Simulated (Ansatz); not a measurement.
# Run report: MoTe2, geometry relaxation

The run: geometry relaxation of MoTe2 (6 atoms in the cell). Method and program: DFT PBE+D3(BJ), scalar-relativistic, plane waves, PAW, no spin polarisation (Ansatz 0.2.0).

The structure derives from a Materials Project entry.

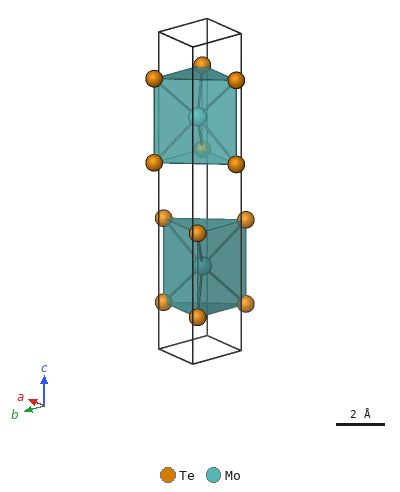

Figure 1. The input geometry (polyhedral view of the cell of the calculation, seen at an oblique angle; polyhedra are completed across the faces of the cell). An atom can appear more than once, as a periodic image.

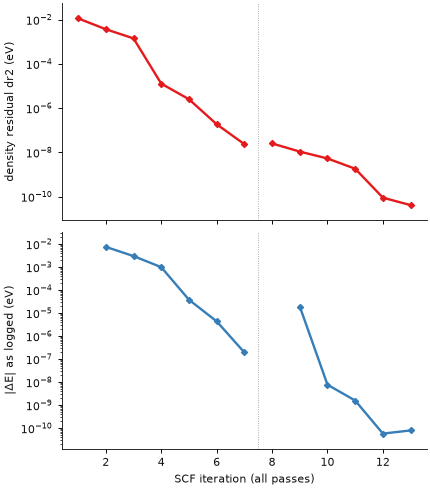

Figure 2. Convergence of the self-consistent field: density residual dr2 and size of the energy change against the SCF iteration. The dotted lines part the SCF passes of the relaxation: geometry steps, rejected trials and re-solves on a re-selected basis. The passes take 7 and 6 iterations.

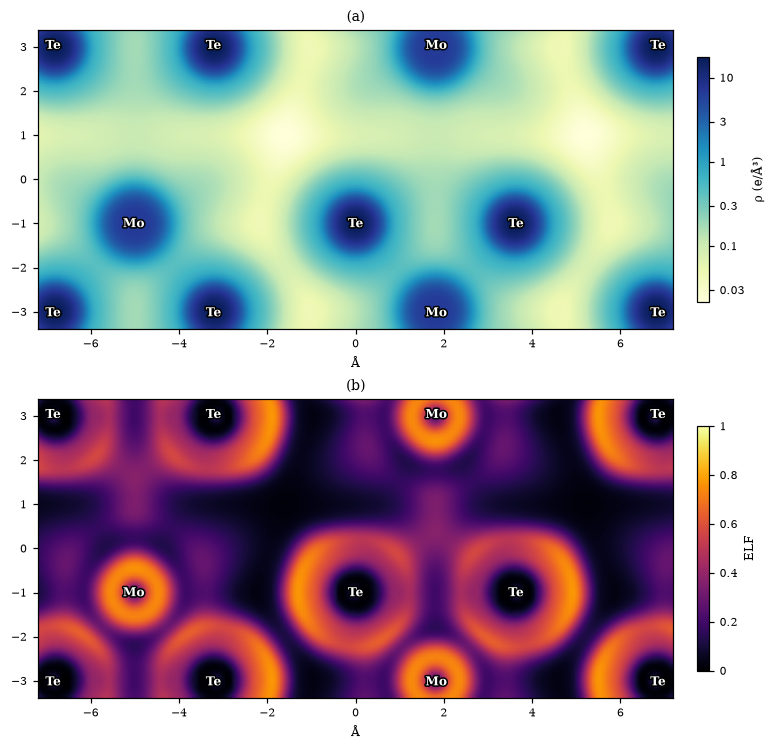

Figure 3. (a) valence electron density; (b) ELF on the (110) plane of the conventional cell. Atoms in the plane: Te and Mo. Te–Mo (2.72 Å): the density is about 0.45 e/Å³ at the midpoint; the ELF is about 0.55 at the midpoint. Away from the nuclei the density in this plane falls to 0.02 e/Å³ at its lowest. The strong features right at Mo lie inside the PAW spheres (semicore, d or f shells) and say nothing about bonding. In a PAW calculation such maps are meaningful between the atoms, not at the nuclei.

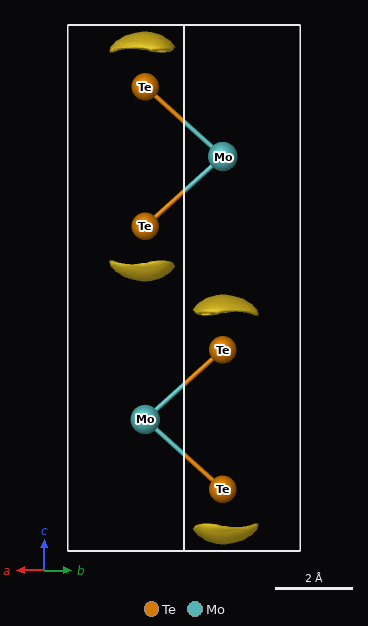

Figure 4. Isosurface of the ELF at 0.7 (yellow), seen along [110]. Only the valence region is drawn (cores and ρ < 0.01 e/Å³ removed). Sticks mark near contacts. The outline is the cell set on symmetry axes. Along the contacts the grid gives the following. Te–Mo (2.72 Å): the ELF is about 0.55 at the midpoint.

These pictures come from the run below.

**Input**
```yaml
crystal:
  lattice:
    - [3.4969713992, 0.0, 0.0]
    - [-1.7484856996, 3.028466068, 0.0]
    - [0.0, 0.0, 13.7021675325]
  atoms:
    - { symbol: Te, position: [0.3333333333, 0.6666666667, 0.1173720661] }
    - { symbol: Te, position: [0.6666666667, 0.3333333333, 0.6174164537] }
    - { symbol: Te, position: [0.6666666667, 0.3333333333, 0.8826279339] }
    - { symbol: Te, position: [0.3333333333, 0.6666666667, 0.3825835463] }
    - { symbol: Mo, position: [0.3333333333, 0.6666666667, 0.7500222449] }
    - { symbol: Mo, position: [0.6666666667, 0.3333333333, 0.2499777551] }
basis:
  ecutwfc: 420
kpoints:
  mp_grid: { grid: [12, 12, 2] }
hamiltonian:
  xc: pbe
  dispersion: d3bj
scf:
  occupations: { method: gaussian, width: 0.02 }
output:
  forces: true
  stress: true
  eigenvalues: true
  write_density: true
  write_potential: true
  elf: true
  volumetric_format: npy
relax:
  adjacent_minimum: "off"
  f_tol: 0.005
  max_steps: 80
  cell: { stress_tol: 0.05 }
```

Launched with:
```bash
ansatz run input.yaml --threads 4 --pin off --max-ram 10240MiB --backend cpu --events-out ev --progress --plain --runs-dir out
```

**Output**
```
Engine: ansatz 0.2.0, x86_64-unknown-linux-gnu
Pseudopotentials: kind: paw
Pseudopotential: Te, paw, valence charge 16, recommended cutoff 420 eV (normal), Te.paw.azcp
Pseudopotential: Mo, paw, valence charge 14, recommended cutoff 420 eV (normal), Mo.paw.azcp
Functional definition: PBE
  parameter kappa = 0.804
  parameter beta = 0.06672455060314922
  exchange = pbe_x(kappa = kappa, mu = beta*pi^2/3)
  correlation = pbe_c(beta = beta)
Crystal: 6 atoms, lattice volume = 145.112 Å³
Basis set: ecut = 420 eV, 2835 PW (Γ), exchange–correlation on 48×48×192 points (8 copies of the dense FFT grid, shifted against one another)
Bands: 56, of which v1, the nominal top of the filled ones, is band 46 counted from 1 (45 counted from 0)
Symmetry: 12 space group operations
Space group: P-3m1 (ITA 164), of the structure as read, at distance tolerance 5.3e-5 Å
k-points: 38 of 288
Non-local potential: Te, projectors of the file, l = 0: 2, l = 1: 2, l = 2: 2, l = 3: 2
Non-local potential: Mo, projectors of the file, l = 0: 3, l = 1: 2, l = 2: 2, l = 3: 1
PAW form: soft (Blöchl's): semilocal exchange-correlation on the pseudo side does not see the compensation charge
PAW one-centre angular grid: Te, 590 points (default); XC on 64 Gauss nodes
PAW one-centre angular grid: Mo, 590 points (default); XC on 64 Gauss nodes
Initial density: superposition of atomic densities (neutral atoms: chi_scale 0, normalization atom), corrected by the library's trained network
Initial wavefunctions: pseudopotential atomic-orbital guess
Functional: x = pbe(κ = 0.804, μ = 0.2195149727645171), c = pbe(β = 0.06672455060314922)
SCF iter   1: F=—  HF=-37836.626374 eV  |F-HF|=—  |Δ(HF+E_count)|=         —  Δρ=4.30e-3  dr2=1.15e-2  ethr=1.77e-3  ⟨swp⟩=7.6  Hψ=8281  notcnv=0
preconditioner: auto → Resta (q_TF=auto, 2.529 Å⁻¹)  ε∞=7.0  [insulator: Δε(μ)=0.659 eV  Ē_g=7.533 eV  σ=0.020 eV  W_gap=1.00  n_scr=52 (ndim 8)  ℏωp=18.5 eV  f_vac=0.012  D(μ)=0.00/eV (n_scr^D=0)  ε∞_Penn≈7.0]
SCF iter   2: F=—  HF=-37836.633977 eV  |F-HF|=—  |Δ(HF+E_count)|=   7.60e-3  Δρ=2.54e-3  dr2=3.71e-3  ethr=1.25e-5  ⟨swp⟩=2.0  Hψ=3449  notcnv=0  defer=96
SCF iter   3: F=—  HF=-37836.636996 eV  |F-HF|=—  |Δ(HF+E_count)|=   3.02e-3  Δρ=1.27e-3  dr2=1.43e-3  ethr=4.03e-6  ⟨swp⟩=2.0  Hψ=2743  notcnv=0  defer=96
SCF iter   4: F=—  HF=-37836.637993 eV  |F-HF|=—  |Δ(HF+E_count)|=   9.97e-4  Δρ=1.09e-4  dr2=1.29e-5  ethr=1.55e-6  ⟨swp⟩=2.0  Hψ=2696  notcnv=0  defer=96
SCF iter   5: F=—  HF=-37836.638031 eV  |F-HF|=—  |Δ(HF+E_count)|=   3.83e-5  Δρ=4.17e-5  dr2=2.54e-6  ethr=1.41e-8  ⟨swp⟩=2.4  Hψ=3444  notcnv=0  defer=96
SCF iter   6: F=—  HF=-37836.638035 eV  |F-HF|=—  |Δ(HF+E_count)|=   4.41e-6  Δρ=1.02e-5  dr2=1.88e-7  ethr=2.77e-9  ⟨swp⟩=2.0  Hψ=2709  notcnv=0  defer=96
SCF iter   7: F=-37836.638036 eV  HF=-37836.638036 eV  |F-HF|=9.68e-9  |Δ(HF+E_count)|=   1.97e-7  Δρ=3.33e-6  dr2=2.36e-8  ethr=1.09e-10  ⟨swp⟩=15.0  Hψ=14345  notcnv=0
SCF 1 converged in 7 iterations: F = -37836.638036 eV  dr2 = 2.36e-8
  greatest PAW one-centre occupation: 0.998 electrons in one spin orbital (limit 2), on the Mo atom at site 5 (counted from 0), in its partial waves of l = 0
relax step   1: F+E_penalty+E_count = -37836.63803567 eV  Δ(F+E_penalty+E_count) = +0.000e0 eV  max|allowed force component| = 1.358e-3 eV/Å  Δτ_max = 0.0000 Å  P = -0.014 GPa  Ω = 145.112 Å³  (7 SCF iters, dr2 threshold 1.00e-7 eV, accepted)
Initial density: handed on by an earlier stage of this run
Initial wavefunctions: pseudopotential atomic-orbital guess (no wavefunctions were taken with the density)
iter 1 solved again at ethr=1.09e-7 eV; its pass at ethr=3.10e-3 eV (dr2=1.00e-4 eV) is discarded
SCF iter   1: F=—  HF=-37836.638016 eV  |F-HF|=—  |Δ(HF+E_count)|=         —  Δρ=3.44e-6  dr2=2.54e-8  ethr=1.09e-7  ⟨swp⟩=4.0  Hψ=14293  notcnv=0
eigensolver tolerance schedule: the retry pair's looser diagonalisation over-reported the residual by 3938.28 of it (diagonalisation noise at 0.16 of the residual, at the tolerance the schedule requests for it); recorded, not acted on — ethr = c·dr2/N_el stays at c = 1.0e-1
preconditioner: auto → Resta (q_TF=auto, 2.529 Å⁻¹)  ε∞=7.0  [insulator: Δε(μ)=0.654 eV  Ē_g=7.529 eV  σ=0.020 eV  W_gap=1.00  n_scr=52 (ndim 8)  ℏωp=18.5 eV  f_vac=0.010  D(μ)=0.00/eV (n_scr^D=0)  ε∞_Penn≈7.0]
SCF iter   2: F=—  HF=-37836.638036 eV  |F-HF|=—  |Δ(HF+E_count)|=   1.94e-5  Δρ=2.26e-6  dr2=1.09e-8  ethr=2.76e-11  ⟨swp⟩=3.0  Hψ=4326  notcnv=0
SCF iter   3: F=—  HF=-37836.638036 eV  |F-HF|=—  |Δ(HF+E_count)|=   7.76e-9  Δρ=1.23e-6  dr2=5.32e-9  ethr=1.19e-11  ⟨swp⟩=2.0  Hψ=2662  notcnv=0
SCF iter   4: F=—  HF=-37836.638036 eV  |F-HF|=—  |Δ(HF+E_count)|=   1.59e-9  Δρ=7.15e-7  dr2=1.83e-9  ethr=5.78e-12  ⟨swp⟩=2.0  Hψ=2717  notcnv=0
SCF iter   5: F=—  HF=-37836.638036 eV  |F-HF|=—  |Δ(HF+E_count)|=  5.82e-11  Δρ=2.84e-7  dr2=8.99e-11  ethr=1.99e-12  ⟨swp⟩=2.0  Hψ=2267  notcnv=0
SCF iter   6: F=-37836.638036 eV  HF=-37836.638036 eV  |F-HF|=2.18e-11  |Δ(HF+E_count)|=  8.00e-11  Δρ=9.52e-8  dr2=4.14e-11  ethr=1.00e-12  ⟨swp⟩=6.2  Hψ=8878  notcnv=0
SCF 2 converged in 6 iterations: F = -37836.638036 eV  dr2 = 4.14e-11
relax step   2: F+E_penalty+E_count = -37836.63803568 eV  Δ(F+E_penalty+E_count) = -5.646e-9 eV  max|allowed force component| = 1.352e-3 eV/Å  Δτ_max = 0.0000 Å  P = -0.014 GPa  Ω = 145.112 Å³  stress off target by 1.56e-2 GPa  SCF on the basis re-selected at this cell (its energy is not comparable with the rows above)  (6 SCF iters)
basis re-selected at this cell: Δ(F+E_penalty+E_count) = -5.646e-9 eV, ΔP = +0.000 GPa vs the last step (what re-selecting the basis moved, of the pressure what is left beyond the Pulay correction that the steps carried, after the strain that the cell walked since its last selection, with what the two solves' SCF thresholds leave and, on support functions, any second-order correction that the steps lacked; it is no measure of the basis error at this ecutwfc). This SCF's stress stands 1.56e-2 GPa from its target on what of the cell is left free (relax.cell.stress_tol is 5.00e-2 GPa) and its largest allowed force component is 1.35e-3 eV/Å (relax.f_tol is 5.00e-3 eV/Å): within both
SCF converged after 6 iterations
Free energy (F): -37836.638036 eV
Harris-Foulkes:  -37836.638036 eV  (|F-HF|=2.18e-11)
Internal energy: -37836.638036 eV  (E = F + TS)
E sigma→0 (E₀):  -37836.638036 eV
Fermi energy:    13.412186 eV
--- Per-component energies (eV) ---
  E_band       = -1093.963214
  E_kinetic    = 1610.817282
  E_local      = -6945.508764  (includes V_loc(G=0)·N_el)
  E_nonlocal   = -952.612589
  E_hartree    = 3940.967431
  E_xc         = -866.717130
  E_vxc        = -878.251832  (∫ρ·V_xc dr)
  E_paw        = -25053.936469  (= ΣΔE_a)
  E_vpaw       = -1810.341721  (= ΣTr[D̂ρ^β])
  E_aug_tail   = -0.000579  (compensation charges beyond the density's cutoff)
  E_ewald      = -9566.323817
  E_disp       = -3.323399  (pairwise vdW)
  E_smearing   = -0.000000  (= −TS)
  E_closure    = -0.000000  (closes the sum)
  Σ components = -37836.638036   (vs F -37836.638036, Δ=0.00e0)
--- Forces (eV/Å), atoms counted from 1 ---
  atom   1  Te     0.00000000     0.00000000    -0.00072723
  atom   2  Te     0.00000000    -0.00000000    -0.00135158
  atom   3  Te    -0.00000000    -0.00000000     0.00072723
  atom   4  Te     0.00000000     0.00000000     0.00135158
  atom   5  Mo    -0.00000000     0.00000000    -0.00019543
  atom   6  Mo    -0.00000000    -0.00000000     0.00019543
  max |Σ_I F_I| component: 1.04e-17 eV/Å
--- Stress (GPa, compression-positive) ---
       -0.015555       0.000000      -0.000000
       -0.000000      -0.015555      -0.000000
       -0.000000      -0.000000      -0.009547
  P = ⅓ Tr σ = -0.0136 GPa (-0.136 kbar)
--- Band table (eV; the first three rows and the last of 38) ---
  k-point 0: bands = ["-47.7616", "-47.7616", "-23.6911", "-23.6911", "-23.6905", "-23.6905", "-23.6802", "-23.6802", "-23.6798", "-23.6798", "-23.6278", "-23.6278", "-23.6250", "-23.6250", "-23.6175", "-23.6175", "-23.6149", "-23.6149", "-23.6081", "-23.6061", "-23.5998", "-23.5978", "-21.9349", "-21.9349", "-21.7717", "-21.7717", "-21.7717", "-21.7717", "-0.1311", "0.3126", "0.6651", "1.3402", "6.9718", "8.5346", "9.7071", "11.2640", "11.2640", "11.2855", "11.2855", "11.9040", "12.0332", "12.0332", "12.0818", "12.0818", "12.9053", "13.0862", "15.9576", "15.9576", "16.1400", "16.1400", "16.1494", "16.1494", "16.4918", "16.4918", "18.9239", "19.3505"]
  k-point 1: bands = ["-47.7616", "-47.7616", "-23.6908", "-23.6908", "-23.6908", "-23.6908", "-23.6800", "-23.6800", "-23.6800", "-23.6800", "-23.6266", "-23.6266", "-23.6265", "-23.6265", "-23.6160", "-23.6160", "-23.6160", "-23.6160", "-23.6072", "-23.6072", "-23.5987", "-23.5987", "-21.9349", "-21.9349", "-21.7717", "-21.7717", "-21.7717", "-21.7717", "0.0198", "0.0204", "1.0676", "1.0682", "7.5452", "7.5462", "10.9478", "10.9486", "11.2744", "11.2744", "11.2745", "11.2745", "12.0577", "12.0577", "12.0578", "12.0578", "13.0383", "13.0396", "15.9972", "15.9972", "15.9975", "15.9975", "16.3710", "16.3710", "16.3712", "16.3712", "19.2203", "19.2204"]
  k-point 2: bands = ["-47.7609", "-47.7609", "-23.6905", "-23.6898", "-23.6894", "-23.6888", "-23.6813", "-23.6809", "-23.6787", "-23.6783", "-23.6284", "-23.6281", "-23.6256", "-23.6255", "-23.6194", "-23.6176", "-23.6169", "-23.6150", "-23.6072", "-23.6055", "-23.5989", "-23.5970", "-21.9300", "-21.9300", "-21.7817", "-21.7817", "-21.7736", "-21.7736", "-0.0302", "0.4116", "0.7419", "1.4052", "7.0843", "8.6407", "9.6657", "11.0355", "11.0715", "11.3417", "11.3720", "11.6776", "11.8958", "11.9372", "11.9546", "12.0494", "12.9720", "13.0526", "15.5954", "15.7102", "15.7494", "15.9054", "15.9155", "15.9894", "16.2626", "16.3042", "19.3749", "19.7804"]
  k-point 37: bands = ["-47.7503", "-47.7503", "-23.6954", "-23.6954", "-23.6728", "-23.6728", "-23.6673", "-23.6673", "-23.6667", "-23.6667", "-23.6460", "-23.6460", "-23.6348", "-23.6348", "-23.6223", "-23.6223", "-23.6221", "-23.6221", "-23.5991", "-23.5991", "-23.5852", "-23.5852", "-21.8914", "-21.8914", "-21.8551", "-21.8551", "-21.8494", "-21.8494", "2.5312", "2.5312", "2.7007", "2.7007", "8.1821", "8.1825", "8.3098", "8.3098", "8.9810", "8.9814", "9.2511", "9.2511", "10.3721", "10.3721", "10.9831", "10.9831", "12.8153", "12.8156", "14.0921", "14.0921", "14.5971", "14.5978", "15.4446", "15.4446", "16.6570", "16.6570", "18.0749", "18.0755"]
--- Relaxed structure (1 steps of the walk, 1 accepted, 1 SCFs on fresh bases) ---
  F+E_penalty+E_count = -37836.63803568 eV   max|allowed force component| = 1.352e-3 eV/Å   (the final SCF, on the basis selected at the relaxed cell)
  cell:  # Å, volume = 145.1122 Å³
    - [3.4969713991914473, 0.0, 0.0]
    - [-1.7484856995957236, 3.0284660680074067, 0.0]
    - [0.0, 0.0, 13.7021675325]
  atoms:
    - { symbol: Te, position: [0.33333333333333326, 0.6666666666666665, 0.1173720661] }
    - { symbol: Te, position: [0.6666666666666666, 0.33333333333333326, 0.6174164537] }
    - { symbol: Te, position: [0.6666666666666666, 0.33333333333333326, 0.8826279339000002] }
    - { symbol: Te, position: [0.33333333333333326, 0.6666666666666665, 0.3825835463] }
    - { symbol: Mo, position: [0.33333333333333326, 0.6666666666666665, 0.7500222449] }
    - { symbol: Mo, position: [0.6666666666666666, 0.33333333333333326, 0.2499777551] }
```

**Trajectory as extended XYZ (Å, eV, eV/Å), 2 frames, from step=1 to step=2**
```
6
Lattice="3.4970 0.0000 0.0000 -1.7485 3.0285 0.0000 0.0000 0.0000 13.7022" Properties=species:S:1:pos:R:3:forces:R:3 step=1 energy=-37836.63804 pressure_GPa=-0.01
Te    0.0000    2.0190    1.6083    0.0000   0.0000  -0.0007
Te    1.7485    1.0095    8.4599    0.0000   0.0000  -0.0014
Te    1.7485    1.0095   12.0939    0.0000   0.0000   0.0007
Te    0.0000    2.0190    5.2422    0.0000   0.0000   0.0014
Mo    0.0000    2.0190   10.2769    0.0000   0.0000  -0.0002
Mo    1.7485    1.0095    3.4252    0.0000   0.0000   0.0002
6
Lattice="3.4970 0.0000 0.0000 -1.7485 3.0285 0.0000 0.0000 0.0000 13.7022" Properties=species:S:1:pos:R:3:forces:R:3 step=2 energy=-37836.63804 pressure_GPa=-0.01
Te    0.0000    2.0190    1.6083    0.0000   0.0000  -0.0007
Te    1.7485    1.0095    8.4599    0.0000   0.0000  -0.0014
Te    1.7485    1.0095   12.0939    0.0000   0.0000   0.0007
Te    0.0000    2.0190    5.2422    0.0000   0.0000   0.0014
Mo    0.0000    2.0190   10.2769    0.0000   0.0000  -0.0002
Mo    1.7485    1.0095    3.4252    0.0000   0.0000   0.0002
```

**Summary**

```tsv
quantity	value
outcome	converged
space group (tolerance 0.01 Å)	P6₃/mmc (194)
electrons treated	92
free energy	−37836.6380 eV
Fermi energy	13.412 eV
gap on the k-point mesh	0.65 eV
pressure	−0.01 GPa
final volume	145.11 Å³
largest force (length of the vector) at the end	0.001 eV/Å
final cell	a = 3.497 Å, b = 3.497 Å, c = 13.702 Å, α = 90.00°, β = 90.00°, γ = 120.00°
hardware	4 threads of Intel Xeon (Granite Rapids), 32 GiB of memory available, shared host
wall time	4.5 s (CPU time 17 s)
peak memory	0.68 GiB
```
